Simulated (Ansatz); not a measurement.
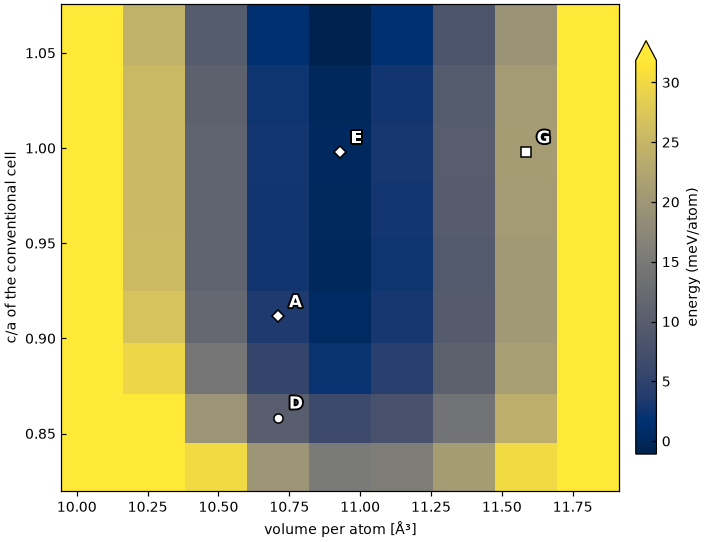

Cu (I4/mmm, No. 139; 1 atom in the cell). 
- The energy is mapped over volume and the cell's shape.
- Coordinates scanned: (1) volume per atom; (2) c/a of the conventional cell.
- Nothing is relaxed (symmetry fixes all fractional coordinates).
- The scan uses a 9 × 9 grid.
- Points are written as (first, second).
- Energies are in meV/atom, from the relaxed crystal.
- These are results of DFT LDA, scalar-relativistic, plane waves, PAW in Ansatz, not measurements. Settings: cutoff 520 eV, k-mesh 24×24×24, gaussian smearing 0.15 eV, no spin polarisation.

Drawn: one coloured cell a grid point, one colour for all values above the top of the scale, lettered points.

**Is E the lowest point of the computed grid?**

No. E lies 1.3 meV/atom above the lowest grid point, which is at (10.930 Å³, 1.060).

**What kind of point is each of D, E, G: minimum, saddle, maximum or slope?**

D: on a slope; E: saddle point; G: on a slope. (In these two coordinates alone; a stationary point may lie a little off the grid point.)

PAW datasets: the set soft_1.
